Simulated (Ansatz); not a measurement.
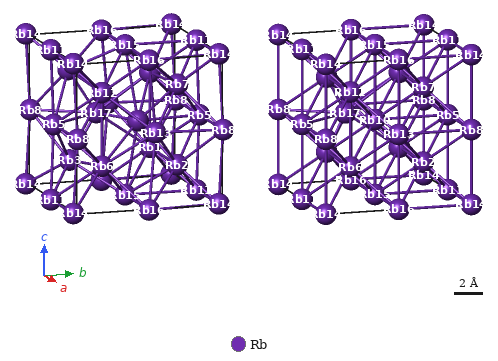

Two geometries of a defect cell of composition Rb, drawn at one scale. One is the start of a relaxation, the other its converged end. Style: ball-and-stick. Shown: the cell of the calculation (origin shifted), slightly off an axis.

All numbers below come from Ansatz, DFT PBEsol, scalar-relativistic, plane waves, PAW. (plane-wave cutoff 420 eV; k-point mesh 2 × 2 × 2; occupations gaussian; smearing width 0.05 eV; no spin polarisation; atoms relaxed in a fixed cell; force threshold 0.03 eV/Å; at most 60 steps)

Question: Which of the two is the end point?

Answer: The left one is the relaxed one. It is an interstitial Rb in bcc Rb. The run prepares an end point of a later path (interstitial hop) calculation, from a guessed geometry. The largest moves, 0.95 Å, are those of Rb atoms. The cell stays as it was. Among the contacts that change: Rb–Rb 4.841 → 6.431 Å, Rb–Rb 4.841 → 6.327 Å, Rb–Rb 4.841 → 6.229 Å, Rb–Rb 5.590 → 4.420 Å. New bonds form: Rb–Rb (5.59 → 4.42 Å). Over 8 geometry steps the energy falls by 1.518 eV per cell of the calculation. Largest force component: 1.1 eV/Å at the start, 0.014 eV/Å at the end.
